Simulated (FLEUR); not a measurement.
System: Ir, space group Fm-3m (No. 225).

Structure:
```xyz
1
Lattice="0.0000 1.9156 1.9156 1.9156 0.0000 1.9156 1.9156 1.9156 0.0000" Properties=species:S:1:pos:R:3 pbc="T T T"
Ir    0.0000    0.0000    0.0000
```

Method: all-electron LAPW DFT, no spin polarisation; energies at scaled volumes of the given cell, shape and fractions fixed, counted from the fit's minimum, third-order Birch-Murnaghan fit (FLEUR MaX-R8.1 (later development tree)). Level: PBEsol.

k mesh 12×12×12; occupations Fermi–Dirac; smearing width 0.05 eV; potentials all electron; program settings basis FLAPW, kmax 4.22 1/bohr.

Predict the energy against volume. The volume takes the values 13.22, 13.50, 13.78, 14.06, 14.34, 14.62, 14.90 Å³/atom.

A third-order Birch–Murnaghan fit gives V0 = 14.04 Å³/atom, B0 = 388 GPa and B′ = 5.0. The energy is 65.58 meV/atom at volume 13.22 Å³/atom and 57.28 meV/atom at 14.90 Å³/atom; the lowest computed point is at volume 14.06 Å³/atom (−0.06 meV/atom), in a single well.

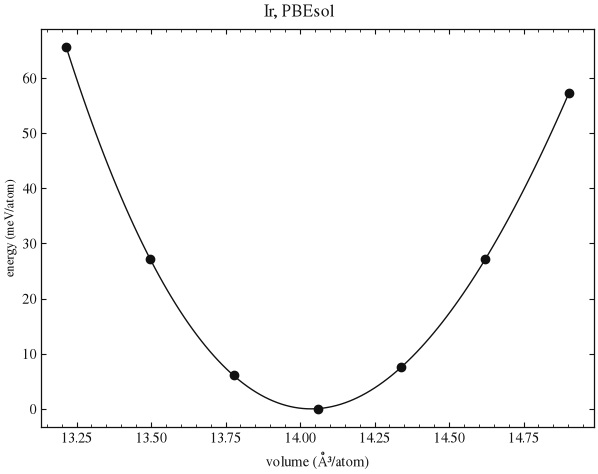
